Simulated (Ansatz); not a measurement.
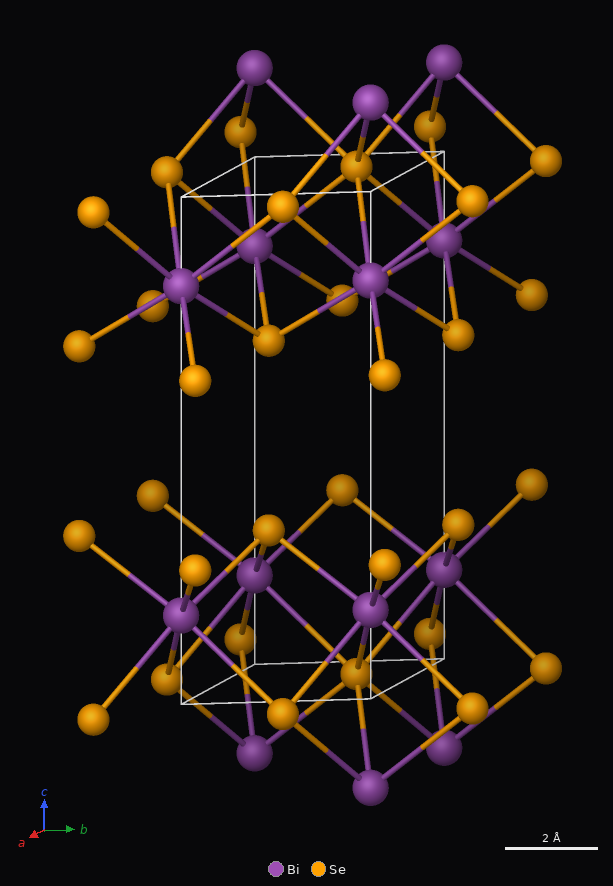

This ball-and-stick model is shown slightly off an axis. The box is the conventional unit cell; atoms on or close to its faces, edges and corners are drawn wherever they repeat. Periodic images bonded to atoms of the box are shown as well. Cell: a = 4.17 Å, b = 4.17 Å, c = 11.38 Å, α = 90.00°, β = 90.00°, γ = 120.00°.

The model was built from a structure type filled with these elements by a generator (whether the compound takes this form wasn't checked). Earlier steps of the study, as a rule a relaxation of our own, may have changed the cell and positions, so they can lie some per cent off the listed ones. An electronic-structure calculation with Ansatz was run on it.

What is this?

Answer. The stoichiometry is Bi2Se3. The lattice is primitive hexagonal and the space group P-6m2 (No. 187). Atoms per cell: 5 (2 Bi, 3 Se). Bi sits among six Se in a distorted octahedral arrangement at about 2.9 to 3.1 Å. Se takes two kinds of site: 1c with six Bi in a trigonal prismatic arrangement at about 3.1 Å; 2i with three Bi in a trigonal pyramidal arrangement at about 2.9 Å. The bonds build Bi2Se3 layers parallel to (001).

The numbers come from DFT PBE, scalar-relativistic, plane waves, PAW (Ansatz), using cutoff 420 eV, k-points on a 12×12×4 grid, Gaussian smearing of 0.02 eV, no spin polarisation.

Is it conducting or gapped at this level?

Answer. A semiconductor at this level, with a gap of 0.56 eV, indirect.

What charge does Bader's analysis assign to each element?

Answer. Bi +1.04 e; Se -0.84 to -0.62 e.

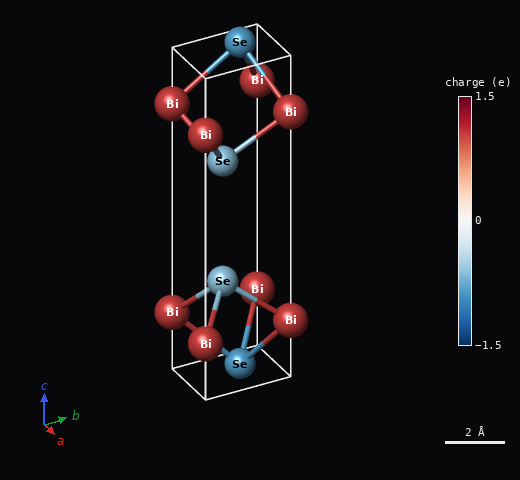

The atoms coloured by those charges. The run's cell of 5 atoms is drawn.

Is this an equilibrium geometry for the method given?

Answer. Yes. The largest force is 0.01 eV/Å. The pressure is 0.0 GPa, close to zero.
